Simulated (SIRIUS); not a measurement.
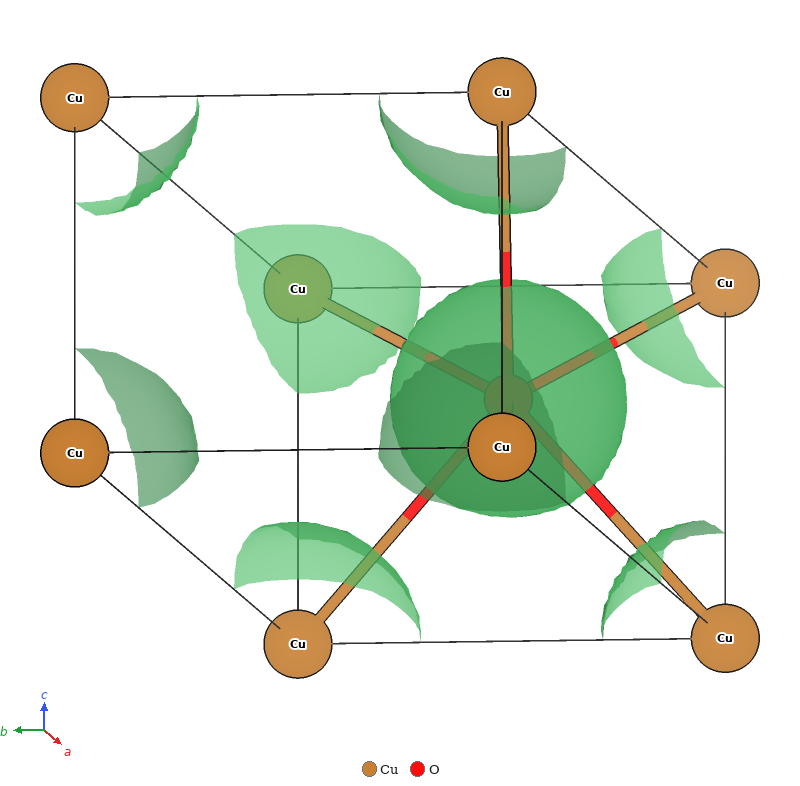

CuO. Isosurface of the electron density at 0.8 e/Å³ (green), seen at an oblique angle. Sticks mark near contacts.

Space group P-6m2; a generated structure, not necessarily the stable one; built by placing these elements on a known structure type.

These are results of Kohn-Sham DFT of a periodic cell, PBE, all-electron FP-LAPW (SIRIUS), not measurements.

The calculation treats all electrons.

Input

```
{
  "control": {
    "processing_unit": "cpu",
    "std_evp_solver_name": "lapack",
    "gen_evp_solver_name": "lapack",
    "verbosity": 2,
    "print_forces": true,
    "ortho_rf": true,
    "use_second_variation": true,
    "rmt_max": 3.0,
    "num_bands_to_print": 22,
    "save_wf": true
  },
  "parameters": {
    "electronic_structure_method": "full_potential_lapwlo",
    "xc_functionals": ["XC_GGA_X_PBE", "XC_GGA_C_PBE"],
    "core_relativity": "dirac",
    "valence_relativity": "iora",
    "num_fv_states": 22,
    "smearing": "fermi_dirac",
    "smearing_width": 0.0018374661,
    "pw_cutoff": 24,
    "gk_cutoff": 4.62,
    "lmax_apw": 12,
    "lmax_rho": 8,
    "lmax_pot": 8,
    "num_mag_dims": 0,
    "auto_rmt": 0,
    "ngridk": [11, 11, 10],
    "shiftk": [0, 0, 0],
    "num_dft_iter": 80,
    "energy_tol": 1e-07,
    "density_tol": 1e-05,
    "use_symmetry": true
  },
  "settings": {"tol_ne": 1e-10},
  "iterative_solver": {"type": "exact"},
  "mixer": {"type": "anderson", "beta": 0.5, "max_history": 8},
  "unit_cell": {
    "lattice_vectors": [[5.3598776583, 0.0, 0.0], [-2.6799388197, 4.6417902158, 0.0], [0.0, 0.0, 5.2309750363]],
    "atom_types": ["Cu", "O"],
    "atom_files": {"Cu": "Cu.json", "O": "O.json"},
    "atoms": {"Cu": [[0.0, 0.0, 0.0]], "O": [[0.666666666667, 0.333333333333, 0.5]]}
  }
}
```

Run with:

```sh
OMP_NUM_THREADS=1 sirius.scf --input=sirius_start.json --output=start.json
OMP_NUM_THREADS=1 sirius.scf --input=sirius.json --output=output.json --task=1
```

Below, planes, directions and counts refer to the conventional cell (a = 2.84 Å, b = 2.84 Å, c = 2.77 Å, α = 90.00°, β = 90.00°, γ = 120.00°).

What does this surface tell about the bonding?

Answer. At this value the density breaks into separate islands. It bridges none of the near contacts. It is pinched off along the shortest Cu–O (2.14 Å) contacts. On the grid the lowest density along these lines, outside the cores, is 0.4 e/Å³ (Cu–O, 2.14 Å).
